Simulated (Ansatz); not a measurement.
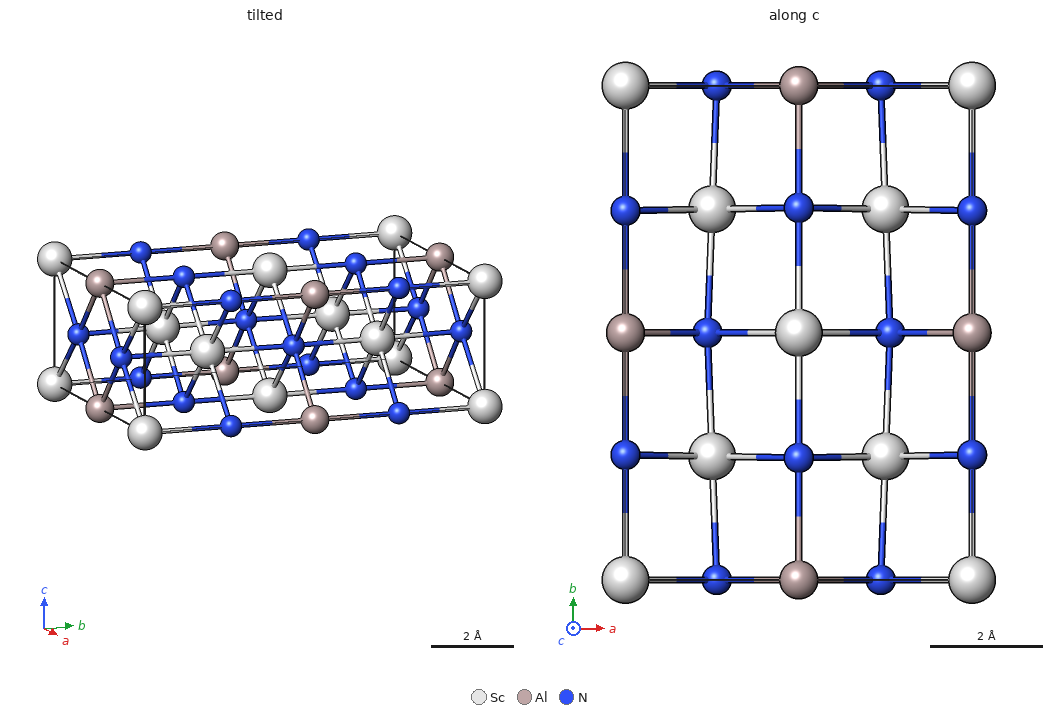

View slightly off an axis and along the c axis, drawn as a ball-and-stick model. The frame is the conventional unit cell; atoms at its boundary are shown with their periodic copies. Cell: a = 6.23 Å, b = 8.88 Å, c = 3.12 Å, α = 90.00°, β = 90.00°, γ = 90.00°.

The structure comes from a structure type filled with these elements by a generator (whether the compound takes this form wasn't checked). Earlier steps of the study may have refined or changed the cell and positions. An electronic-structure calculation with Ansatz was run on it.

Describe the crystal.

Composition: Sc$_{3}$AlN$_{4}$. It is base-centred orthorhombic, space group Cmmm (No. 65). One cell contains 6 Sc, 2 Al, 8 N, 16 atoms in all. Each Sc has six N in an octahedral arrangement at about 2.2 to 2.3 Å. Each Al is bonded to six N in an octahedral arrangement at about 2.1 Å. N takes two kinds of site: 4h with four Sc and two Al in an octahedral arrangement (about 2.2 Å to Sc, 2.1 Å to Al); 4i with five Sc and one Al in an octahedral arrangement (about 2.2 Å to Sc, 2.2 Å to Al). The bonds build a three-dimensional framework.

Results below were computed with Ansatz 0.2.0, DFT PBE, scalar-relativistic, plane waves, PAW; the settings were plane-wave cutoff 420 eV, k-points about 0.17 Å⁻¹ apart, Gaussian smearing of 0.02 eV, no spin polarisation.

Does it come out as a metal, or with a gap?

A semiconductor at this level, with a gap of 0.31 eV, direct.

What does a Bader analysis give?

Sc +1.81 e; Al +2.41 e; N -2.03 to -1.90 e.

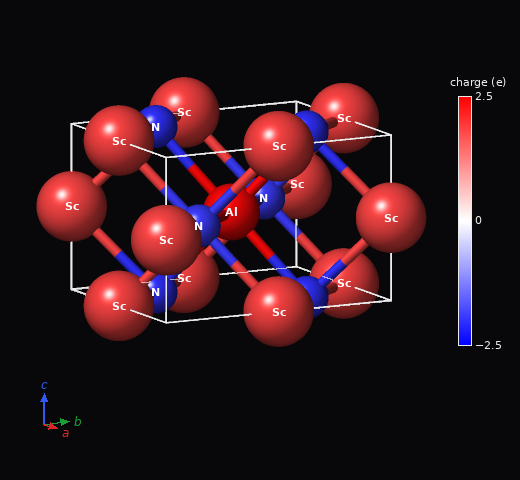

The atoms coloured by those charges. The run's cell of 8 atoms is drawn, so axes and origin can differ from the first picture.

Is the structure relaxed at this level of theory?

Yes. All forces vanish to within 0.01 eV/Å. The pressure is 0.0 GPa, close to zero.
